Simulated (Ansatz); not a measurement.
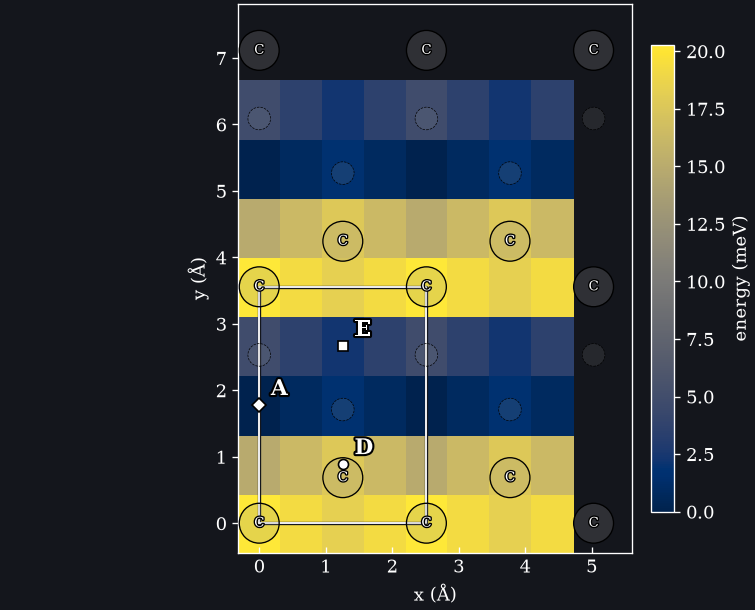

CO on a C(110) slab cut from the Fd-3m phase, its upper half relaxed before the scan (40 atoms of substrate and one adsorbate in a 2 × 2 cell). CO (O end down) is moved over the surface cell at a fixed height above a rigid substrate; the origin of the map has the adsorbate above C33; the height is held at 3.20 Å. Places are given modulo a cell vector. The map is drawn in real space over the plane of the surface. The scan uses a 4 × 4 grid; 12 points were computed and 4 follow by symmetry. Places are given in fractions of the 1 × 1 surface cell. All energies are given in meV relative to the lowest grid point. At a fixed height the lowest place need not be the adsorption site. These are results of DFT PBE+D3(BJ), scalar-relativistic, plane waves, PAW in Ansatz, not measurements. Settings: cutoff 420 eV, k-mesh 5×4×1, gaussian smearing 0.05 eV, no spin polarisation.

The picture shows one coloured cell a grid point, labelled circles for the atoms of the top layer and small ones for the second layer, the outline of one cell of the 2 × 2 shown, lettered points.

Question: Is E the lowest point of the computed grid?

Answer: No. E lies 2.3 meV above the lowest grid point, which is at (0/4, 2/4) of the cell vectors.

Question: Rank the lettered points by energy, lowest first.

Answer: A (0.0 meV), E (2.3 meV), D (17.7 meV).

PAW datasets: the set soft_1.
